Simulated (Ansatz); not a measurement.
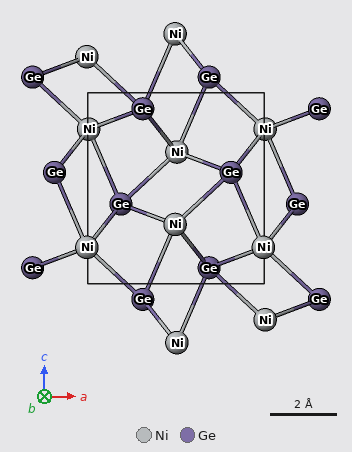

This is the input geometry for a relaxation of solid NiGe (built on the database type). Style: ball-and-stick. Shown: the cell of the calculation, along the b axis.

Case: structure reported for this formula (Pnma, No. 62).

Level of theory: DFT r2SCAN, scalar-relativistic, plane waves, PAW in Ansatz 0.2.0.

Input file:
```yaml
crystal:
  lattice:
    - [5.381, 0.0, 0.0]
    - [0.0, 3.428, 0.0]
    - [0.0, 0.0, 5.811]
  atoms:
    - { symbol: Ni, position: [0.995, 0.75, 0.19] }
    - { symbol: Ni, position: [0.005, 0.25, 0.81] }
    - { symbol: Ni, position: [0.505, 0.25, 0.69] }
    - { symbol: Ni, position: [0.495, 0.75, 0.31] }
    - { symbol: Ge, position: [0.812, 0.75, 0.583] }
    - { symbol: Ge, position: [0.188, 0.25, 0.417] }
    - { symbol: Ge, position: [0.688, 0.25, 0.083] }
    - { symbol: Ge, position: [0.312, 0.75, 0.917] }
basis:
  ecutwfc: 500
kpoints:
  mp_grid: { grid: [8, 12, 8] }
hamiltonian:
  xc: r2scan
scf:
  occupations: { method: gaussian, width: 0.1 }
output:
  forces: true
  stress: true
  eigenvalues: true
relax:
  adjacent_minimum: "off"
  f_tol: 0.01
  max_steps: 80
  cell: { stress_tol: 0.05 }
```

Command:
```bash
ansatz run input.yaml --threads 1 --pin off --max-ram 3072MiB --backend cpu --events-out ev --progress --plain --runs-dir out
```

Q: Where does the relaxation end?

A: The largest moves relative to the cell, 0.023 Å, are those of Ge5, Ge6, Ge7 and Ge8. Ge8 goes roughly along [−1 0 −1]. By element the largest moves are Ge 0.023 Å, Ni 0.017 Å. Cell: a 5.381 → 5.293 Å (−1.6 %), b 3.428 → 3.458 Å (+0.9 %), c 5.811 → 5.810 Å (0.0 %). Volume −0.8 %. Near-neighbour distances that change, for instance: Ni1–Ge7 2.460 → 2.443 Å, Ni1–Ge6 2.399 → 2.389 Å, Ni1–Ge8 2.329 → 2.324 Å. The space group stays Pnma (No. 62). After 4 accepted moves (5 points after the start) the energy has fallen by 1.8 meV per atom. The largest force component goes from 0.083 to 0.00052 eV/Å. The pressure goes from −1.56 to 0.00 GPa. The SCF was repeated once at an unchanged geometry on a basis and grid sized afresh for the cell, which shifted the energy by 0.1 meV per atom at most. The run took 24 min on 1 thread of Arm Neoverse V2, on a shared host, peak memory 1.5 GiB.

After the run, drawn alike:

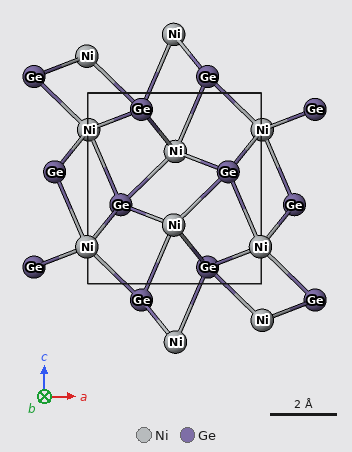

Limits of the set-up: an element that often carries a moment was run without spin polarisation.
